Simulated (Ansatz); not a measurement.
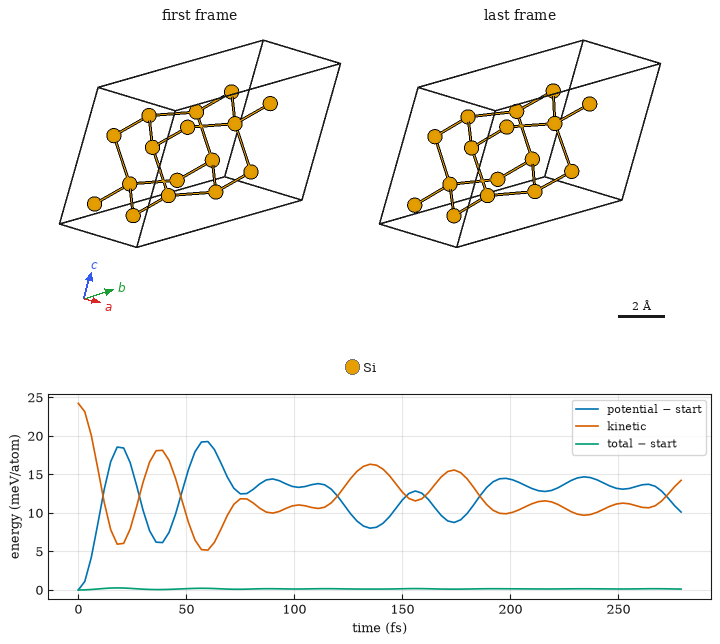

First-principles dynamics of a 16-atom cell of Si (set up in Fd-3m), 279 fs long. Style: ball-and-stick. Shown: the reduced simulation cell, slightly off an axis. Bonds to atoms that aren't drawn are left out. Lengths and directions refer to the drawn axes.

Theory: Ansatz, DFT PBE, scalar-relativistic, plane waves, PAW. Set-up: plane-wave cutoff 420 eV; k-point mesh 2 × 2 × 2; Fermi-Dirac smearing 0.02 eV; constant energy (NVE); velocities drawn for 200 K; time step 3 fs.

### Is this trajectory numerically sound?

The total energy stays between 0 and 0.27 meV per atom of its start. A straight-line fit has a slope that amounts to +0.0073 meV per atom over 279 fs (under 0.1 % of the mean kinetic energy), and the ripple about it is 1.3 % of the kinetic energy's fluctuation. With a drift under 2 % and a ripple under 7 %, the integration is accurate. Over the second half the temperature averages 98 K (spread ±14 K). The first frame carries almost no forces, so kinetic energy first flows into potential energy: the temperature drops from 200 to 49 K within 18 fs, and without a thermostat its mean stays below the start. The potential energy in the second half lies on average 12.5 meV per atom above the first frame. The mean pressure there is 2.1 GPa.
